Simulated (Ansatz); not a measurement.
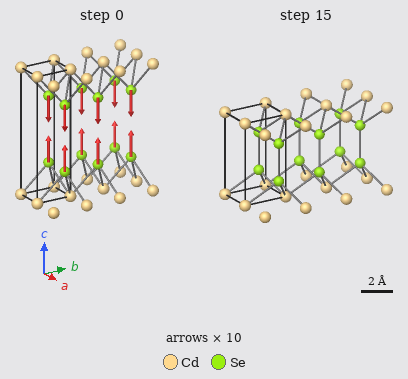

The structure of crystalline CdSe₂ (built on the MoS2-187 type type) before (left) and after (right) a relaxation, at one scale. The red arrows give the displacements (the part carried along by the change of the cell is left out), 10 times their true length.

A ball-and-stick model of the cell of the calculation, repeated 2 × 3 × 1 with one cell outlined, seen slightly off an axis.

Theory: DFT, r2SCAN+rVV10, plane waves, PAW in Ansatz.

Input
```yaml
crystal:
  lattice:
    - [3.3123851177, 0.0, 0.0]
    - [-1.6561925589, 2.8686096591, 0.0]
    - [0.0, 0.0, 8.5039822434]
  atoms:
    - { symbol: Cd, position: [0.0, 0.0, 0.0] }
    - { symbol: Se, position: [0.3333333333, 0.6666666667, 0.2367414647] }
    - { symbol: Se, position: [0.3333333333, 0.6666666667, 0.7632585353] }
kpoints:
  mp_grid: { grid: [12, 12, 4] }
hamiltonian:
  xc: r2scan
  dispersion: rvv10
scf:
  occupations: { method: fermi_dirac, width: 0.03 }
relax:
  f_tol: 0.01
  cell: {}
  max_steps: 120
output:
  write_density: true
  write_potential: true
  elf: true
  volumetric_format: npy
```

Command:
```bash
ansatz run input.yaml --threads 2 --pin off --max-ram 2211MiB --backend cpu --events-out ev --progress --plain --runs-dir out
```

**Summarise the run.**

The largest moves relative to the cell, 0.18 Å, are those of Se2 and Se3. Se2 goes along +c. Cd stays in place. Cell: a = b 3.312 → 4.065 Å (+22.7 %), c 8.504 → 5.505 Å (−35.3 %). Volume −2.5 %. Among the contacts that change: Se2–Se3 4.477 → 2.535 Å, Se2–Se3 (another image) 4.026 → 2.970 Å, Se2–Se2 3.312 → 4.065 Å. Among the angles between lasting bonds that change: Se2–Cd1–Se3 92.9° → 64.6°, Se2–Cd1–Se2 73.2° → 94.1°, Cd1–Se3–Cd1 73.2° → 94.1°. The space group stays P-6m2 (No. 187). After 13 accepted moves (15 points after the start) the energy has fallen by 1.298 eV per cell of the calculation. The largest force component goes from 0.086 to 0.00086 eV/Å. Pressure: 1.36 GPa at the start and 0.02 GPa at the end. At 2 points the geometry stayed and the basis and grid were re-selected for the new cell (energy shift of 8.9 meV per cell of the calculation at most each time). Cost: 4.9 min on 2 threads of Intel(R) Xeon(R) Processor @ 2.70GHz (shared host), peak memory 0.74 GiB.
